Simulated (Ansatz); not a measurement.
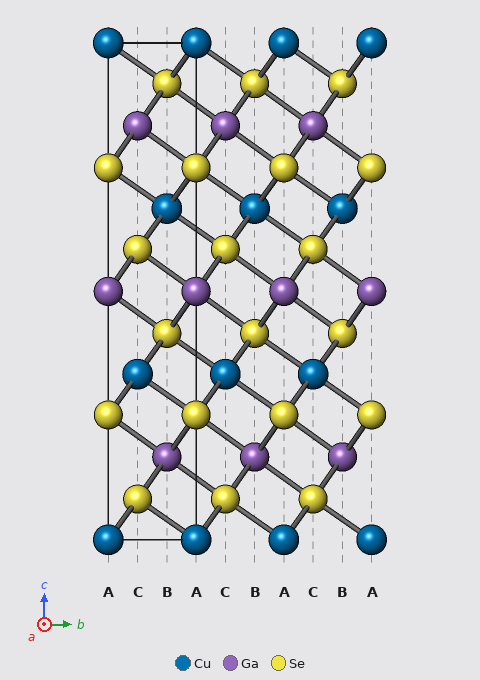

Projection along an edge of the hexagonal mesh, stacking direction c upwards. The dashed lines mark the three columns A (0, 0), B (1/3, 2/3) and C (2/3, 1/3). The sequence starts with the first layer at or above the cell's origin.

GaCuSe₂ (space group R-3m, No. 166). Coordinates: the input geometry of an electronic-structure calculation (not necessarily at equilibrium); the starting structure was generated, so it need not be a known form of this composition.

### Read off the stacking sequence over one period.

Cu(A) – Se(C) – Ga(B) – Se(A) – Cu(C) – Se(B) – Ga(A) – Se(C) – Cu(B) – Se(A) – Ga(C) – Se(B) (twelve layers in 18.22 Å).

### How are the Se layers alone stacked?

Se layers alone: CABCAB, the cubic close-packed type.

### Which positions between or in the Se layers do the other atoms fill?

Ga: three octahedral sites; Cu: three octahedral sites in each hexagonal cell.
